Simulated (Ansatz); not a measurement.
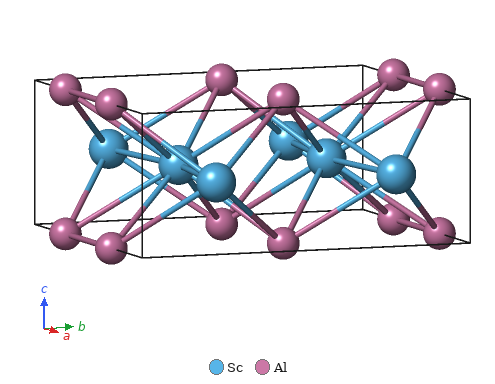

Shown here is a ball-and-stick view of the crystal, taken slightly off an axis. The parallelepiped is the conventional unit cell. Cell: a = 6.54 Å, b = 7.60 Å, c = 3.14 Å, α = 90.00°, β = 90.00°, γ = 90.00°.

The initial geometry was a structure type filled with these elements by a generator (whether the compound takes this form wasn't checked). Earlier steps of the study, as a rule a relaxation of our own, may have changed the cell and positions, so they can lie some per cent off the listed ones. It went into a calculation with Ansatz.

### In words:

The stoichiometry is ScAl. Its lattice is base-centred orthorhombic, its space group Cmmm (No. 65). Cell content: 4 Sc, 4 Al, that is 4 formula units. Taking every contact within bonding distance, one finds Sc 12 and Al 9.

The numbers come from Ansatz, DFT PBEsol, scalar-relativistic, plane waves, PAW, using a basis cut at 420 eV, k-points about 0.14 Å⁻¹ apart, Gaussian smearing of 0.1 eV, no spin polarisation.

### What is the band gap, if any?

A metal: bands cross the Fermi level.

### What does a Bader analysis give?

Sc +1.11 e; Al -1.11 e.

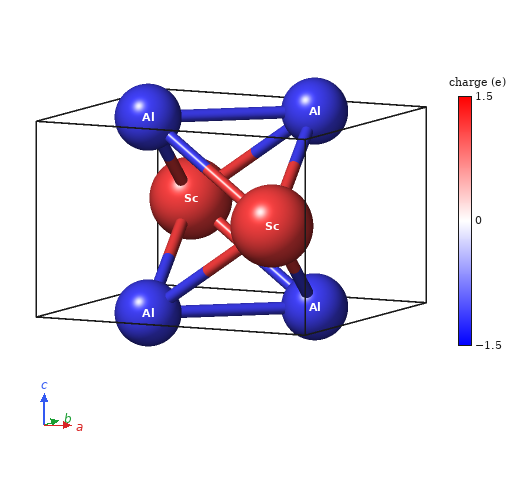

The atoms coloured by those charges. The run's cell of 4 atoms is drawn, so axes and origin can differ from the first picture.

### Has the structure come to rest?

No. The largest force is 0.01 eV/Å. The pressure is -2.3 GPa, so the cell would contract.
